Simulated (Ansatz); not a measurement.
# Geometry relaxation, with input and output: MoSi2 (part 2 of 2)

MoSi2 (I4/mmm, 3 atoms in the cell); DFT PBEsol, scalar-relativistic, plane waves, PAW, no spin polarisation (Ansatz 0.2.0); cutoff 420 eV, 18×18×18 k-mesh, Gaussian smearing of 0.1 eV. The structure derives from an entry of the Crystallography Open Database.

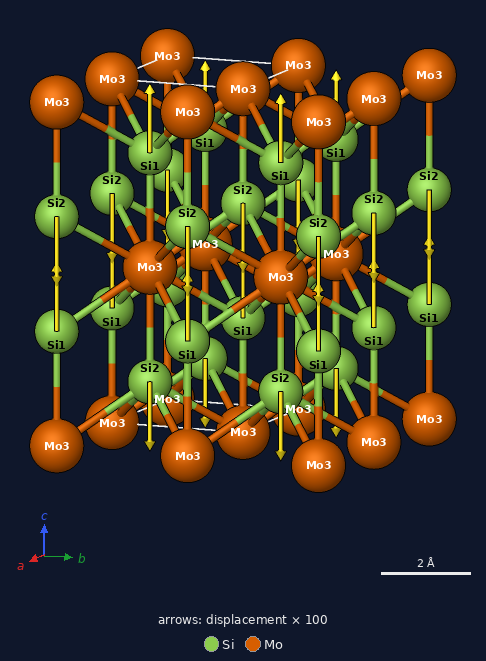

*The starting structure with the displacements (without the part carried along by the change of the cell) as yellow arrows, magnified 100 times (ball-and-stick view of the cell 2 times as large as that of the calculation, set on its symmetry axes, repeated 2 × 2 × 1, seen slightly off an axis).*

The largest moves relative to the cell, 0.016 Å, are those of Si1 and Si2. Mo stays in place. Cell: a = b 3.200 → 3.190 Å (−0.3 %), c 7.861 → 7.821 Å (−0.5 %). Volume −1.1 %. Among the contacts that change: Si1–Mo3 2.616 → 2.599 Å. The space group stays I4/mmm (No. 139). After 3 geometry steps the energy has fallen by 9.7 meV per cell of the calculation. Largest force component: 0.33 eV/Å at the start, 0.0016 eV/Å at the end. The pressure goes from −2.74 to −0.01 GPa. A last SCF at the same geometry on a re-selected plane-wave basis shifts the energy by +0.1 meV per cell of the calculation. (Atoms are counted from 1 in the order of the input.)

```
basis re-selected at this cell: Δ(F+E_penalty+E_count) = +9.276e-5 eV, ΔP = -0.003 GPa vs the last step (what re-selecting the basis moved, of the pressure what is left beyond the Pulay correction that the steps carried, after the strain that the cell walked since its last selection, with what the two solves' SCF thresholds leave and, on support functions, any second-order correction that the steps lacked; it is no measure of the basis error at this ecutwfc). This SCF's stress stands 4.21e-2 GPa from its target on what of the cell is left free (relax.cell.stress_tol is 5.00e-2 GPa) and its largest allowed force component is 1.56e-3 eV/Å (relax.f_tol is 5.00e-3 eV/Å): within both
SCF converged after 4 iterations
Free energy (F): -6142.267274 eV
Harris-Foulkes:  -6142.267274 eV  (|F-HF|=2.55e-11)
Internal energy: -6142.266092 eV  (E = F + TS)
E sigma→0 (E₀):  -6142.266683 eV
Entropy (-TS):   -0.001182 eV (-0.394 meV/atom)
Fermi energy:    16.084962 eV
--- Per-component energies (eV) ---
  E_band       = -44.051196
  E_kinetic    = 532.251893
  E_local      = -1144.260717  (includes V_loc(G=0)·N_el)
  E_nonlocal   = 194.886040
  E_hartree    = 426.232663
  E_xc         = -297.048430
  E_vxc        = -329.134933  (∫ρ·V_xc dr)
  E_paw        = -4141.765881  (= ΣΔE_a)
  E_vpaw       = -150.258637  (= ΣTr[D̂ρ^β])
  E_aug_tail   = 0.000042  (compensation charges beyond the density's cutoff)
  E_ewald      = -1712.834123
  E_core_change = 0.272421  (= ΣΔE_core)
  E_smearing   = -0.001182  (= −TS)
  E_closure    = 0.000000  (closes the sum)
  Σ components = -6142.267274   (vs F -6142.267274, Δ=0.00e0)
--- Forces (eV/Å), atoms counted from 1 ---
  atom   1  Si     0.00000000    -0.00000000     0.00155836
  atom   2  Si    -0.00000000    -0.00000000    -0.00155836
  atom   3  Mo    -0.00000000     0.00000000     0.00000000
  max |Σ_I F_I| component: 2.78e-17 eV/Å
--- Stress (GPa, compression-positive) ---
        0.011420       0.000000       0.000000
        0.000000       0.011420       0.000000
        0.000000      -0.000000      -0.042149
  P = ⅓ Tr σ = -0.0064 GPa (-0.064 kbar)
--- Band table (eV; the first three rows and the last of 480) ---
  k-point 0: bands = ["-44.5270", "-18.7151", "-18.6281", "-18.6281", "2.5865", "9.6191", "12.6851", "12.9456", "13.4449", "13.4449", "16.4663", "19.2217", "19.3156", "19.6399", "19.6399"]
  k-point 1: bands = ["-44.5258", "-18.7134", "-18.6362", "-18.6350", "2.6836", "9.7065", "12.2878", "12.9740", "13.1913", "13.8776", "16.0892", "18.9860", "19.4290", "19.5064", "19.6881"]
  k-point 2: bands = ["-44.5224", "-18.7088", "-18.6591", "-18.6548", "2.9702", "9.9509", "11.7466", "12.5805", "13.0620", "14.4582", "15.1917", "18.5184", "19.4416", "19.7508", "19.8030"]
  k-point 479: bands = ["-44.5263", "-18.7409", "-18.6298", "-18.6298", "4.5049", "5.9187", "12.4651", "13.8507", "15.4957", "15.4957", "15.6256", "15.6256", "16.6025", "20.8471", "21.3318"]
--- Relaxed structure (4 steps of the walk, 4 accepted, 1 SCFs on fresh bases) ---
  F+E_penalty+E_count = -6142.26727421 eV   max|allowed force component| = 1.558e-3 eV/Å   (the final SCF, on the basis selected at the relaxed cell)
  cell:  # Å, volume = 39.7973 Å³
    - [-1.5950350848086963, 1.5950350848086963, 3.910692001801665]
    - [1.5950350848086963, -1.5950350848086963, 3.910692001801665]
    - [1.5950350848086963, 1.5950350848086963, -3.910692001801665]
  atoms:
    - { symbol: Si, position: [0.3350596646911412, 0.3350596646911412, -9.724169736665517e-34] }
    - { symbol: Si, position: [0.664940335308859, 0.664940335308859, -7.843219908137881e-34] }
    - { symbol: Mo, position: [-5.0571275483783053e-20, -5.0571275483781663e-20, 1.4375071437274469e-33] }
```

Trajectory as extended XYZ (Å, eV, eV/Å), 5 frames, from step=1 to step=5:
```
3
Lattice="-1.6000 1.6000 3.9305 1.6000 -1.6000 3.9305 1.6000 1.6000 -3.9305" Properties=species:S:1:pos:R:3:forces:R:3 step=1 energy=-6142.25765 pressure_GPa=-2.74
Si    0.0000    0.0000    2.6177    0.0000   0.0000   0.3319
Si    0.0000    0.0000    5.2433    0.0000   0.0000  -0.3319
Mo    0.0000    0.0000    0.0000    0.0000   0.0000   0.0000
3
Lattice="-1.5930 1.5930 3.9032 1.5930 -1.5930 3.9032 1.5930 1.5930 -3.9032" Properties=species:S:1:pos:R:3:forces:R:3 step=2 energy=-6142.26681 pressure_GPa=0.98
Si    0.0000    0.0000    2.6139    0.0000   0.0000   0.0245
Si    0.0000    0.0000    5.1925    0.0000   0.0000  -0.0245
Mo    0.0000    0.0000    0.0000    0.0000   0.0000   0.0000
3
Lattice="-1.5954 1.5954 3.9089 1.5954 -1.5954 3.9089 1.5954 1.5954 -3.9089" Properties=species:S:1:pos:R:3:forces:R:3 step=3 energy=-6142.26735 pressure_GPa=0.01
Si    0.0000    0.0000    2.6191    0.0000   0.0000   0.0072
Si    0.0000    0.0000    5.1987    0.0000   0.0000  -0.0072
Mo    0.0000    0.0000    0.0000    0.0000   0.0000   0.0000
3
Lattice="-1.5950 1.5950 3.9107 1.5950 -1.5950 3.9107 1.5950 1.5950 -3.9107" Properties=species:S:1:pos:R:3:forces:R:3 step=4 energy=-6142.26737 pressure_GPa=-0.00
Si    0.0000    0.0000    2.6206    0.0000   0.0000   0.0016
Si    0.0000    0.0000    5.2008    0.0000   0.0000  -0.0016
Mo    0.0000    0.0000    0.0000    0.0000   0.0000   0.0000
3
Lattice="-1.5950 1.5950 3.9107 1.5950 -1.5950 3.9107 1.5950 1.5950 -3.9107" Properties=species:S:1:pos:R:3:forces:R:3 step=5 energy=-6142.26727 pressure_GPa=-0.01
Si    0.0000    0.0000    2.6206    0.0000   0.0000   0.0016
Si    0.0000    0.0000    5.2008    0.0000   0.0000  -0.0016
Mo    0.0000    0.0000    0.0000    0.0000   0.0000   0.0000
```

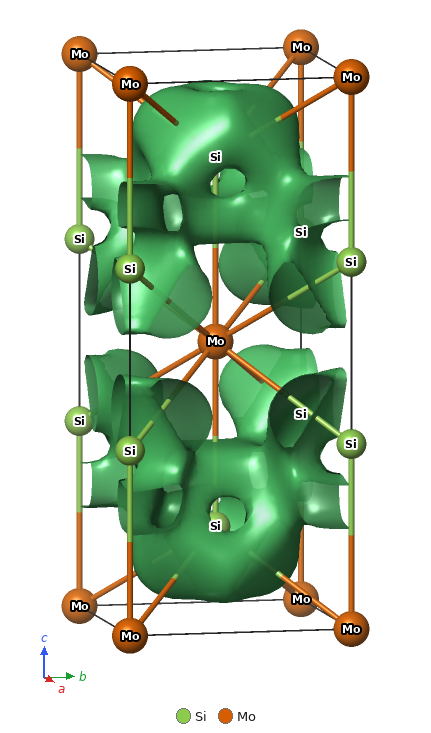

*Isosurface of the ELF at 0.55 (green), seen slightly off an axis. Core shells and regions of very low density are left out. Sticks mark near contacts. The outline is the cell set on symmetry axes.*

The ELF exceeds this value in sheets that run through the cell in two directions, counted in one cell of 6 atoms. Along the contacts the grid gives the following. Si–Mo (2.60 Å): the ELF is about 0.40 at the midpoint. In a PAW calculation such maps are meaningful between the atoms, not at the nuclei.

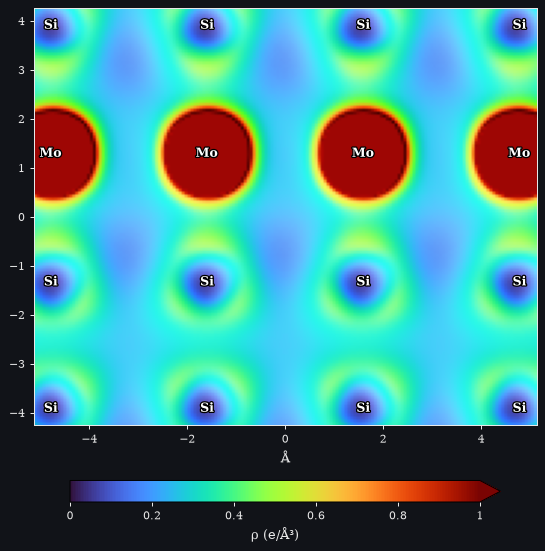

*Valence charge density (pseudo) on the (010) plane of the conventional cell.*

The section cuts through Si and Mo sites. Si–Mo (2.62 Å): ρ at the midpoint is about 0.4 e/Å³. Away from the nuclei the density in this plane falls to 0.15 e/Å³ at its lowest.

This output came from the following input.

Input:
```yaml
crystal:
  lattice:
    - [-1.6, 1.6, 3.9305]
    - [1.6, -1.6, 3.9305]
    - [1.6, 1.6, -3.9305]
  atoms:
    - { symbol: Si, position: [0.333, 0.333, 0.0] }
    - { symbol: Si, position: [0.667, 0.667, 0.0] }
    - { symbol: Mo, position: [0.0, 0.0, 0.0] }
basis:
  ecutwfc: 420
kpoints:
  mp_grid: { grid: [18, 18, 18] }
hamiltonian:
  xc: pbesol
scf:
  occupations: { method: gaussian, width: 0.1 }
output:
  forces: true
  stress: true
  eigenvalues: true
  write_density: true
  write_potential: true
  elf: true
  volumetric_format: npy
relax:
  adjacent_minimum: "off"
  f_tol: 0.005
  max_steps: 80
  cell: { stress_tol: 0.05 }
```

Launch command:
```bash
ansatz run input.yaml --threads 1 --pin off --max-ram 2560MiB --backend cpu --events-out ev --progress --plain --runs-dir out
```

Summary:

```csv
quantity,value
outcome,converged
space group (tolerance 0.01 Å),I4/mmm (139)
electrons treated,22
free energy,−6142.2673 eV
Fermi energy,16.085 eV
gap on the k-point mesh,none (metallic)
pressure,−0.01 GPa
final volume,39.80 Å³
largest force (length of the vector) at the end,0.002 eV/Å
final cell,"a = 4.515 Å, b = 4.515 Å, c = 4.515 Å, α = 138.62°, β = 138.62°, γ = 59.95°"
hardware,"1 thread of Arm Neoverse V1, 24 GiB of memory available, shared host"
wall time,1.7 min
peak memory,0.56 GiB
```
